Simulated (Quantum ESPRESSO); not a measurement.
**Run report: TaN, single-point calculation (part 1 of 2)**

- system: TaN (P-6m2, 2 atoms in the cell)
- method: Kohn-Sham DFT of a periodic cell, LDA, GBRV 1.5 LDA, no spin polarisation (Quantum ESPRESSO 7.5)

The structure derives from an entry of the Crystallography Open Database. The volume is scaled by 1.04.

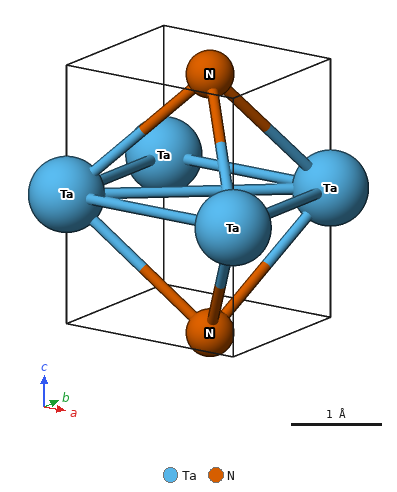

Fig. 1: The input geometry (ball-and-stick view of the cell of the calculation, seen slightly off an axis). An atom can appear more than once, as a periodic image.

Input:
```
&CONTROL
  calculation = 'scf'
  prefix = 'pwscf'
  outdir = './tmp'
  pseudo_dir = './pseudo'
  tstress = .true.
  disk_io = 'nowf'
/
&SYSTEM
  ibrav = 0
  nat = 2
  ntyp = 2
  ecutwfc = 56
  ecutrho = 448
  nbnd = 15
  occupations = 'smearing'
  smearing = 'fd'
  degauss = 0.00367493
/
&ELECTRONS
  conv_thr = 4d-10
  electron_maxstep = 120
  mixing_beta = 0.5
/
ATOMIC_SPECIES
Ta   180.9479 ta_lda_v1.uspp.F.UPF
N     14.0070 n_lda_v1.2.uspp.F.UPF
CELL_PARAMETERS angstrom
   2.9766623284    0.0000000000    0.0000000000
  -1.4883311642    2.5778651949    0.0000000000
   0.0000000000    0.0000000000    2.9209385612
ATOMIC_POSITIONS crystal
Ta     0.0000000000    0.0000000000    0.5000000000
N      0.6666666667    0.3333333333    0.0000000000
K_POINTS automatic
10 10 9 0 0 0
```

Command:
```bash
OMP_NUM_THREADS=1 mpirun -n 2 pw.x -nk 2 -in pw.in > pw.out
```

Log:
```
This program is part of the open-source Quantum ESPRESSO suite
     for quantum simulation of materials; please cite
         "P. Giannozzi et al., J. Phys.:Condens. Matter 21 395502 (2009);
         "P. Giannozzi et al., J. Phys.:Condens. Matter 29 465901 (2017);
         "P. Giannozzi et al., J. Chem. Phys. 152 154105 (2020);
          URL
     in publications or presentations arising from this work. More details at

     Message from routine setup:
     using ibrav=0 with symmetry is DISCOURAGED, use correct ibrav instead

     K-points division:     npool     =       2
     Subspace diagonalization in iterative solution of the eigenvalue problem:
     a serial algorithm will be used

     G-vector sticks info
     --------------------
     sticks:   dense  smooth     PW     G-vecs:    dense   smooth      PW
     Sum         967     499    151                24271     8577    1497

     Using Slab Decomposition

     bravais-lattice index     =            0
     lattice parameter (alat)  =       5.6251  a.u.
     unit-cell volume          =     151.2547 (a.u.)^3
     number of atoms/cell      =            2
     number of atomic types    =            2
     number of electrons       =        18.00
     number of Kohn-Sham states=           15
     kinetic-energy cutoff     =      56.0000  Ry
     charge density cutoff     =     448.0000  Ry
     scf convergence threshold =      4.0E-10
     mixing beta               =       0.5000
     number of iterations used =            8  plain     mixing
     Exchange-correlation= SLA  PZ   NOGX NOGC
                           (   1   1   0   0   0   0   0)

     celldm(1)=   5.625077  celldm(2)=   0.000000  celldm(3)=   0.000000
     celldm(4)=   0.000000  celldm(5)=   0.000000  celldm(6)=   0.000000

     crystal axes: (cart. coord. in units of alat)
               a(1) = (   1.000000   0.000000   0.000000 )
               a(2) = (  -0.500000   0.866025   0.000000 )
               a(3) = (   0.000000   0.000000   0.981280 )

     reciprocal axes: (cart. coord. in units 2 pi/alat)
               b(1) = (  1.000000  0.577350 -0.000000 )
               b(2) = (  0.000000  1.154701  0.000000 )
               b(3) = (  0.000000 -0.000000  1.019077 )

     PseudoPot. # 1 for Ta read from file:
     ta_lda_v1.uspp.F.UPF
     Pseudo is Ultrasoft + core correction, Zval = 13.0
     Generated by new atomic code, or converted to UPF format
     Using radial grid of  921 points,  7 beta functions with:
                l(1) =   0
                l(2) =   0
                l(3) =   1
                l(4) =   1
                l(5) =   2
                l(6) =   2
                l(7) =   3
     Q(r) pseudized with  6 coefficients,  rinner =    1.300   1.300   1.300
                                                       1.300   1.300   1.300
                                                       1.300

     PseudoPot. # 2 for N  read from file:
     n_lda_v1.2.uspp.F.UPF
     Pseudo is Ultrasoft + core correction, Zval =  5.0
     Generated by new atomic code, or converted to UPF format
     Using radial grid of  729 points,  4 beta functions with:
                l(1) =   0
                l(2) =   0
                l(3) =   1
                l(4) =   1
     Q(r) pseudized with  8 coefficients,  rinner =    0.900   0.900   0.900

     atomic species   valence    mass     pseudopotential
     Ta               13.00   180.94790     Ta( 1.00)
     N                 5.00    14.00700     N ( 1.00)

     12 Sym. Ops. (no inversion) found

   Cartesian axes

     site n.     atom                  positions (alat units)
         1        Ta     tau(   1) = (   0.0000000   0.0000000   0.4906399  )
         2        N      tau(   2) = (   0.5000000   0.2886751   0.0000000  )

     number of k points=    70  Fermi-Dirac smearing, width (Ry)=  0.0037
                       cart. coord. in units 2pi/alat
        k(    1) = (   0.0000000   0.0000000   0.0000000), wk =   0.0022222
        k(    2) = (   0.0000000   0.0000000   0.1132308), wk =   0.0044444
        k(    3) = (   0.0000000   0.0000000   0.2264616), wk =   0.0044444
        k(    4) = (   0.0000000   0.0000000   0.3396924), wk =   0.0044444
        k(    5) = (   0.0000000   0.0000000   0.4529233), wk =   0.0044444
        k(    6) = (   0.0000000   0.1154701   0.0000000), wk =   0.0133333
        k(    7) = (   0.0000000   0.1154701   0.1132308), wk =   0.0266667
        k(    8) = (   0.0000000   0.1154701   0.2264616), wk =   0.0266667
        k(    9) = (   0.0000000   0.1154701   0.3396924), wk =   0.0266667
        k(   10) = (   0.0000000   0.1154701   0.4529233), wk =   0.0266667
        k(   11) = (   0.0000000   0.2309401   0.0000000), wk =   0.0133333
        k(   12) = (   0.0000000   0.2309401   0.1132308), wk =   0.0266667
        k(   13) = (   0.0000000   0.2309401   0.2264616), wk =   0.0266667
        k(   14) = (   0.0000000   0.2309401   0.3396924), wk =   0.0266667
        k(   15) = (   0.0000000   0.2309401   0.4529233), wk =   0.0266667
        k(   16) = (   0.0000000   0.3464102   0.0000000), wk =   0.0133333
        k(   17) = (   0.0000000   0.3464102   0.1132308), wk =   0.0266667
        k(   18) = (   0.0000000   0.3464102   0.2264616), wk =   0.0266667
        k(   19) = (   0.0000000   0.3464102   0.3396924), wk =   0.0266667
        k(   20) = (   0.0000000   0.3464102   0.4529233), wk =   0.0266667
        k(   21) = (   0.0000000   0.4618802   0.0000000), wk =   0.0133333
        k(   22) = (   0.0000000   0.4618802   0.1132308), wk =   0.0266667
        k(   23) = (   0.0000000   0.4618802   0.2264616), wk =   0.0266667
        k(   24) = (   0.0000000   0.4618802   0.3396924), wk =   0.0266667
        k(   25) = (   0.0000000   0.4618802   0.4529233), wk =   0.0266667
        k(   26) = (   0.0000000  -0.5773503   0.0000000), wk =   0.0066667
        k(   27) = (   0.0000000  -0.5773503   0.1132308), wk =   0.0133333
        k(   28) = (   0.0000000  -0.5773503   0.2264616), wk =   0.0133333
        k(   29) = (   0.0000000  -0.5773503   0.3396924), wk =   0.0133333
        k(   30) = (   0.0000000  -0.5773503   0.4529233), wk =   0.0133333
        k(   31) = (   0.1000000   0.1732051   0.0000000), wk =   0.0133333
        k(   32) = (   0.1000000   0.1732051   0.1132308), wk =   0.0266667
        k(   33) = (   0.1000000   0.1732051   0.2264616), wk =   0.0266667
        k(   34) = (   0.1000000   0.1732051   0.3396924), wk =   0.0266667
        k(   35) = (   0.1000000   0.1732051   0.4529233), wk =   0.0266667
        k(   36) = (   0.1000000   0.2886751   0.0000000), wk =   0.0266667
        k(   37) = (   0.1000000   0.2886751   0.1132308), wk =   0.0533333
        k(   38) = (   0.1000000   0.2886751   0.2264616), wk =   0.0533333
        k(   39) = (   0.1000000   0.2886751   0.3396924), wk =   0.0533333
        k(   40) = (   0.1000000   0.2886751   0.4529233), wk =   0.0533333
        k(   41) = (   0.1000000   0.4041452   0.0000000), wk =   0.0266667
        k(   42) = (   0.1000000   0.4041452   0.1132308), wk =   0.0533333
        k(   43) = (   0.1000000   0.4041452   0.2264616), wk =   0.0533333
        k(   44) = (   0.1000000   0.4041452   0.3396924), wk =   0.0533333
        k(   45) = (   0.1000000   0.4041452   0.4529233), wk =   0.0533333
        k(   46) = (   0.1000000   0.5196152   0.0000000), wk =   0.0266667
        k(   47) = (   0.1000000   0.5196152   0.1132308), wk =   0.0533333
        k(   48) = (   0.1000000   0.5196152   0.2264616), wk =   0.0533333
        k(   49) = (   0.1000000   0.5196152   0.3396924), wk =   0.0533333
        k(   50) = (   0.1000000   0.5196152   0.4529233), wk =   0.0533333
        k(   51) = (   0.2000000   0.3464102   0.0000000), wk =   0.0133333
        k(   52) = (   0.2000000   0.3464102   0.1132308), wk =   0.0266667
        k(   53) = (   0.2000000   0.3464102   0.2264616), wk =   0.0266667
        k(   54) = (   0.2000000   0.3464102   0.3396924), wk =   0.0266667
        k(   55) = (   0.2000000   0.3464102   0.4529233), wk =   0.0266667
        k(   56) = (   0.2000000   0.4618802   0.0000000), wk =   0.0266667
        k(   57) = (   0.2000000   0.4618802   0.1132308), wk =   0.0533333
        k(   58) = (   0.2000000   0.4618802   0.2264616), wk =   0.0533333
        k(   59) = (   0.2000000   0.4618802   0.3396924), wk =   0.0533333
        k(   60) = (   0.2000000   0.4618802   0.4529233), wk =   0.0533333
        k(   61) = (   0.2000000   0.5773503   0.0000000), wk =   0.0133333
        k(   62) = (   0.2000000   0.5773503   0.1132308), wk =   0.0266667
        k(   63) = (   0.2000000   0.5773503   0.2264616), wk =   0.0266667
        k(   64) = (   0.2000000   0.5773503   0.3396924), wk =   0.0266667
        k(   65) = (   0.2000000   0.5773503   0.4529233), wk =   0.0266667
        k(   66) = (   0.3000000   0.5196152   0.0000000), wk =   0.0133333
        k(   67) = (   0.3000000   0.5196152   0.1132308), wk =   0.0266667
        k(   68) = (   0.3000000   0.5196152   0.2264616), wk =   0.0266667
        k(   69) = (   0.3000000   0.5196152   0.3396924), wk =   0.0266667
        k(   70) = (   0.3000000   0.5196152   0.4529233), wk =   0.0266667

     Dense  grid:    24271 G-vectors     FFT dimensions: (  40,  40,  40)

     Smooth grid:     8577 G-vectors     FFT dimensions: (  27,  27,  27)

     Initial potential from superposition of free atoms

     starting charge      17.9991, renormalised to      18.0000

     negative rho (up, down):  9.259E-02 0.000E+00
     Starting wfcs are   17 randomized atomic wfcs

     Self-consistent Calculation

     iteration #  1     ecut=    56.00 Ry     beta= 0.50
     Davidson diagonalization with overlap
     ethr =  1.00E-02,  avg # of iterations =  2.9

     negative rho (up, down):  9.525E-02 0.000E+00

     total energy              =    -162.11252973 Ry
     estimated scf accuracy    <       0.40603112 Ry

     iteration #  2     ecut=    56.00 Ry     beta= 0.50
     Davidson diagonalization with overlap
     ethr =  2.26E-03,  avg # of iterations =  2.0

     negative rho (up, down):  9.634E-02 0.000E+00

     total energy              =    -162.22086556 Ry
     estimated scf accuracy    <       0.28488465 Ry

     iteration #  3     ecut=    56.00 Ry     beta= 0.50
     Davidson diagonalization with overlap
     ethr =  1.58E-03,  avg # of iterations =  1.4

     negative rho (up, down):  9.836E-02 0.000E+00

     total energy              =    -162.27204471 Ry
     estimated scf accuracy    <       0.00293018 Ry

     iteration #  4     ecut=    56.00 Ry     beta= 0.50
     Davidson diagonalization with overlap
     ethr =  1.63E-05,  avg # of iterations =  2.3

     negative rho (up, down):  9.852E-02 0.000E+00

     total energy              =    -162.27252532 Ry
     estimated scf accuracy    <       0.00011532 Ry

     iteration #  5     ecut=    56.00 Ry     beta= 0.50
     Davidson diagonalization with overlap
     ethr =  6.41E-07,  avg # of iterations =  2.3

     negative rho (up, down):  9.864E-02 0.000E+00

     total energy              =    -162.27253952 Ry
     estimated scf accuracy    <       0.00000696 Ry

     iteration #  6     ecut=    56.00 Ry     beta= 0.50
     Davidson diagonalization with overlap
     ethr =  3.87E-08,  avg # of iterations =  2.0

     negative rho (up, down):  9.864E-02 0.000E+00

     total energy              =    -162.27253990 Ry
     estimated scf accuracy    <       0.00000020 Ry

     iteration #  7     ecut=    56.00 Ry     beta= 0.50
     Davidson diagonalization with overlap
     ethr =  1.13E-09,  avg # of iterations =  1.5

     negative rho (up, down):  9.864E-02 0.000E+00

     total energy              =    -162.27253992 Ry
     estimated scf accuracy    <       0.00000001 Ry

     iteration #  8     ecut=    56.00 Ry     beta= 0.50
     Davidson diagonalization with overlap
     ethr =  6.24E-11,  avg # of iterations =  2.0

     negative rho (up, down):  9.864E-02 0.000E+00

     End of self-consistent calculation

          k = 0.0000 0.0000 0.0000 (  1081 PWs)   bands (ev):

   -49.5508 -15.8728 -15.6299 -15.6299   1.7470  14.6149  14.6149  14.9794
    16.1433  21.0211  22.3898  22.3898  22.7146  22.7146  31.6701

          k = 0.0000 0.0000 0.1132 (  1075 PWs)   bands (ev):

   -49.5459 -15.9731 -15.6217 -15.6217   1.9843  14.0998  14.7102  14.7102
    16.8667  21.1927  21.1927  21.4626  23.4865  23.4865  32.1439

          k = 0.0000 0.0000 0.2265 (  1081 PWs)   bands (ev):

   -49.5334 -16.2195 -15.6009 -15.6009   2.6239  12.5815  14.9547  14.9547
    18.2537  19.9675  19.9675  22.4974  23.5092  23.5092  32.7378

          k = 0.0000 0.0000 0.3397 (  1087 PWs)   bands (ev):

   -49.5192 -16.4877 -15.5771 -15.5771   3.4631  11.0731  15.2232  15.2232
    19.1869  19.1869  19.9302  22.8634  22.8634  23.9217  31.0602

          k = 0.0000 0.0000 0.4529 (  1076 PWs)   bands (ev):

   -49.5098 -16.6566 -15.5614 -15.5614   4.1363  10.0488  15.3722  15.3722
    18.9162  18.9162  21.1359  22.2415  22.2415  25.9599  28.6738

          k = 0.0000 0.1155 0.0000 (  1081 PWs)   bands (ev):

   -49.5448 -15.8611 -15.7222 -15.6499   1.9397  14.0424  14.7603  15.2451
    15.8687  21.6549  22.0534  22.4229  22.6170  22.9713  31.6509

          k = 0.0000 0.1155 0.1132 (  1087 PWs)   bands (ev):

   -49.5399 -15.9606 -15.7125 -15.6416   2.1610  14.1108  14.2684  14.8274
    16.7126  21.1763  21.1928  22.0932  23.5090  23.5350  31.7982

          k = 0.0000 0.1155 0.2265 (  1077 PWs)   bands (ev):

   -49.5274 -16.2041 -15.6891 -15.6203   2.7521  12.6814  14.5187  14.9822
    17.8708  20.0342  20.2837  22.9316  23.7152  23.7300  32.1113

          k = 0.0000 0.1155 0.3397 (  1070 PWs)   bands (ev):

   -49.5132 -16.4692 -15.6627 -15.5960   3.5116  11.2514  14.8930  15.1091
    18.4104  19.3923  20.6428  22.6809  23.1937  24.7029  31.3023

          k = 0.0000 0.1155 0.4529 (  1069 PWs)   bands (ev):

   -49.5039 -16.6361 -15.6454 -15.5800   4.1002  10.3171  15.1247  15.1445
    18.3310  19.2327  21.6859  22.0872  22.6302  26.5903  29.1281

          k = 0.0000 0.2309 0.0000 (  1084 PWs)   bands (ev):

   -49.5289 -15.9572 -15.8302 -15.7020   2.4548  12.9435  15.1258  15.2474
    15.7955  21.2026  22.3719  22.5986  23.2252  23.4737  31.6685

          k = 0.0000 0.2309 0.1132 (  1085 PWs)   bands (ev):

   -49.5241 -15.9560 -15.9156 -15.6932   2.6292  13.0433  14.3632  15.1006
    16.5061  21.1835  21.2587  22.7623  23.6268  24.2792  31.4178

          k = 0.0000 0.2309 0.2265 (  1072 PWs)   bands (ev):
```
